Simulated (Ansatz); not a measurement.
## HfSi3: single-point calculation

- system: HfSi3 (Fm-3m, 4 atoms in the cell)
- method: DFT PBE, scalar-relativistic, plane waves, PAW, no spin polarisation (Ansatz 0.2.0)

The structure was made by a generator, so it may or may not be a known phase. Figures and captions count atoms from 1; the log counts them from 0 in places.

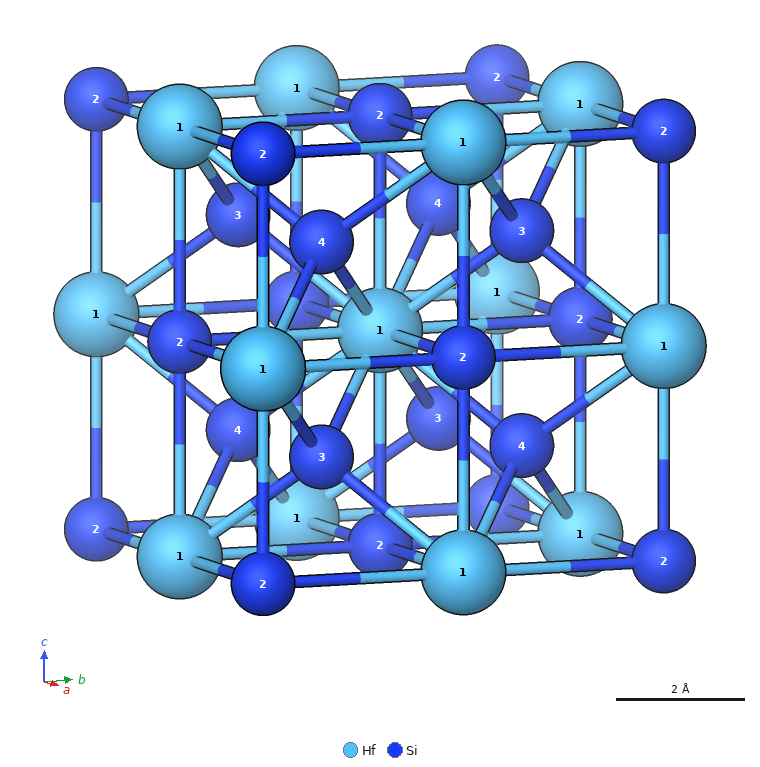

Figure 1. The structure (ball-and-stick view of the cell 4 times as large as that of the calculation, set on its symmetry axes, seen slightly off an axis; atoms are numbered from 1 in the order of the input). An atom can appear more than once, as a periodic image.

**Input file**
```yaml
crystal:
  lattice:
    - [0.0, 3.39338618, 3.39338618]
    - [3.39338618, 0.0, 3.39338618]
    - [3.39338618, 3.39338618, 0.0]
  atoms:
    - { symbol: Hf, position: [0.5, 0.5, 0.5] }
    - { symbol: Si, position: [0.0, 0.0, 0.0] }
    - { symbol: Si, position: [0.75, 0.75, 0.75] }
    - { symbol: Si, position: [0.25, 0.25, 0.25] }
basis:
  ecutwfc: 420
kpoints:
  mp_grid: { grid: [4, 4, 4] }
hamiltonian:
  xc: pbe
scf:
  occupations: { method: gaussian, width: 0.1 }
  lower_state_search: "off"
output:
  forces: true
  stress: true
  eigenvalues: true
```

Run on 1 thread of Intel Xeon @ 2.50GHz (Skylake/Cascade Lake), 189 GiB of memory available, shared host.

Launched with:
```bash
ansatz run input.yaml --threads 1 --pin off --max-ram 2560MiB --backend cpu --events-out ev --progress --plain --runs-dir out
```

**Log**
```
Engine: ansatz 0.2.0, x86_64-unknown-linux-gnu
Pseudopotentials: kind: paw
Pseudopotential: Hf, paw, valence charge 26, recommended cutoff 420 eV (normal), Hf.paw.azcp
Pseudopotential: Si, paw, valence charge 4, recommended cutoff 420 eV (normal), Si.paw.azcp
Functional definition: PBE
  parameter kappa = 0.804
  parameter beta = 0.06672455060314922
  exchange = pbe_x(kappa = kappa, mu = beta*pi^2/3)
  correlation = pbe_c(beta = beta)
Crystal: 4 atoms, lattice volume = 78.150 Å³
Basis set: ecut = 420 eV, 1471 PW (Γ), exchange–correlation on 72×72×72 points (8 copies of the dense FFT grid, shifted against one another)
Bands: 23, of which v1, the nominal top of the filled ones, is band 19 counted from 1 (18 counted from 0)
Symmetry: 48 space group operations
Space group: Fm-3m (ITA 225), of the structure as read, at distance tolerance 4.3e-5 Å
k-points: 8 of 64
Non-local potential: Hf, projectors of the file, l = 0: 3, l = 1: 2, l = 2: 2, l = 3: 3
Non-local potential: Si, projectors of the file, l = 0: 2, l = 1: 2, l = 2: 2
PAW form: soft (Blöchl's): semilocal exchange-correlation on the pseudo side does not see the compensation charge
PAW one-centre angular grid: Hf, 590 points (default); XC on 64 Gauss nodes
PAW one-centre angular grid: Si, 110 points (default); XC on 64 Gauss nodes
Initial density: superposition of atomic densities (neutral atoms: chi_scale 0, normalization atom), corrected by the library's trained network
Initial wavefunctions: pseudopotential atomic-orbital guess
Functional: x = pbe(κ = 0.804, μ = 0.2195149727645171), c = pbe(β = 0.06672455060314922)
SCF iter   1: F=—  HF=-17627.150454 eV  |F-HF|=—  |Δ(HF+E_count)|=         —  Δρ=3.64e-3  dr2=1.86e-2  ethr=1.77e-3  ⟨swp⟩=5.5  Hψ=791  notcnv=0
preconditioner: auto → Kerker (q_TF=auto, 2.419 Å⁻¹)  [metal: Δε(μ)=0.027 eV  Ē_g=9.583 eV  σ=0.100 eV  W_gap=0.15  n_scr=14 (ndim 8)  ℏωp=23.0 eV  f_vac=0.000  D(μ)=4.26/eV (n_scr^D=50)]
SCF iter   2: F=—  HF=-17627.148519 eV  |F-HF|=—  |Δ(HF+E_count)|=   1.93e-3  Δρ=1.69e-3  dr2=3.02e-3  ethr=4.91e-5  ⟨swp⟩=1.4  Hψ=262  notcnv=0
SCF iter   3: F=—  HF=-17627.148405 eV  |F-HF|=—  |Δ(HF+E_count)|=   1.14e-4  Δρ=4.08e-4  dr2=1.38e-4  ethr=7.96e-6  ⟨swp⟩=2.0  Hψ=308  notcnv=0
SCF iter   4: F=—  HF=-17627.148314 eV  |F-HF|=—  |Δ(HF+E_count)|=   9.07e-5  Δρ=2.72e-4  dr2=5.88e-5  ethr=3.62e-7  ⟨swp⟩=2.0  Hψ=342  notcnv=0
SCF iter   5: F=—  HF=-17627.148311 eV  |F-HF|=—  |Δ(HF+E_count)|=   3.38e-6  Δρ=4.75e-5  dr2=1.76e-6  ethr=1.55e-7  ⟨swp⟩=2.1  Hψ=243  notcnv=0
SCF iter   6: F=—  HF=-17627.148311 eV  |F-HF|=—  |Δ(HF+E_count)|=   1.60e-7  Δρ=1.23e-5  dr2=8.63e-8  ethr=2.63e-10  ⟨swp⟩=3.6  Hψ=852  notcnv=0
SCF iter   7: F=-17627.148311 eV  HF=-17627.148311 eV  |F-HF|=6.26e-10  |Δ(HF+E_count)|=   1.72e-8  Δρ=1.95e-6  dr2=2.33e-9  ethr=2.27e-10  ⟨swp⟩=4.0  Hψ=630  notcnv=0
SCF 1 converged in 7 iterations: F = -17627.148311 eV  dr2 = 2.33e-9
  greatest PAW one-centre occupation: 0.998 electrons in one spin orbital (limit 2), on the Hf atom at site 0 (counted from 0), in its partial waves of l = 0
SCF converged after 7 iterations
Free energy (F): -17627.148311 eV
Harris-Foulkes:  -17627.148311 eV  (|F-HF|=6.26e-10)
Internal energy: -17627.124992 eV  (E = F + TS)
E sigma→0 (E₀):  -17627.136651 eV
Entropy (-TS):   -0.023319 eV (-5.830 meV/atom)
Fermi energy:    11.120479 eV
--- Per-component energies (eV) ---
  E_band       = -136.541163
  E_kinetic    = 532.043572
  E_local      = -7199.669404  (includes V_loc(G=0)·N_el)
  E_nonlocal   = -1168.197685
  E_hartree    = 3340.182495
  E_xc         = -462.140984
  E_vxc        = -401.603670  (∫ρ·V_xc dr)
  E_paw        = -8462.068379  (= ΣΔE_a)
  E_vpaw       = 1420.519112  (= ΣTr[D̂ρ^β])
  E_aug_tail   = 0.000021  (compensation charges beyond the density's cutoff)
  E_ewald      = -4207.274628
  E_smearing   = -0.023319  (= −TS)
  E_closure    = -0.000000  (closes the sum)
  Σ components = -17627.148311   (vs F -17627.148311, Δ=0.00e0)
--- Forces (eV/Å), atoms counted from 1 ---
  atom   1  Hf     0.00000000    -0.00000000     0.00000000
  atom   2  Si    -0.00000000     0.00000000     0.00000000
  atom   3  Si    -0.00000000     0.00000000     0.00000000
  atom   4  Si     0.00000000    -0.00000000    -0.00000000
  max |Σ_I F_I| component: 3.70e-17 eV/Å
--- Stress (GPa, compression-positive) ---
       -9.858569       0.000000      -0.000000
        0.000000      -9.858569       0.000000
        0.000000      -0.000000      -9.858569
  P = ⅓ Tr σ = -9.8586 GPa (-98.586 kbar)
--- Band table (eV; the first three rows and the last of 8) ---
  k-point 0: bands = ["-51.5955", "-20.2068", "-20.2068", "-20.2068", "-1.5873", "-1.5873", "-1.5873", "-1.5709", "-1.5709", "-1.5709", "-1.5681", "-0.2651", "6.6339", "7.8323", "7.8323", "7.8323", "8.2183", "9.7191", "9.7191", "9.7191", "11.0029", "11.0029", "13.2786"]
  k-point 1: bands = ["-51.5954", "-20.2120", "-20.2076", "-20.2076", "-1.5879", "-1.5865", "-1.5865", "-1.5721", "-1.5721", "-1.5708", "-1.5659", "0.3500", "4.5757", "6.7619", "7.6953", "7.6953", "9.3746", "9.3746", "9.7899", "11.1338", "12.0112", "12.0112", "12.9045"]
  k-point 2: bands = ["-51.5954", "-20.2171", "-20.2083", "-20.2083", "-1.5885", "-1.5857", "-1.5857", "-1.5732", "-1.5732", "-1.5708", "-1.5637", "1.8098", "2.3820", "6.4228", "7.4261", "7.4261", "9.0646", "9.9459", "9.9459", "11.1948", "11.1948", "13.7158", "14.5110"]
  k-point 7: bands = ["-51.5954", "-20.2137", "-20.2137", "-20.2107", "-1.5865", "-1.5865", "-1.5859", "-1.5731", "-1.5731", "-1.5729", "-1.5622", "2.9115", "3.2849", "3.2849", "5.6297", "8.9903", "8.9903", "10.6765", "11.0415", "11.1708", "12.9553", "13.6247", "13.6247"]
```

**Results in brief**

```tsv
quantity	value
outcome	converged
space group (tolerance 0.01 Å)	Fm-3m (225)
electrons treated	38
free energy	−17627.1483 eV
Fermi energy	11.120 eV
gap on the k-point mesh	none (metallic)
pressure	−9.86 GPa
largest force (length of the vector)	under 0.001 eV/Å
wall time	3.3 s
peak memory	0.35 GiB
```

**Remarks**

Spin–orbit coupling is left out, which matters for Hf. The cell is under a tension of 9.9 GPa at this level, so it is not at its equilibrium volume.
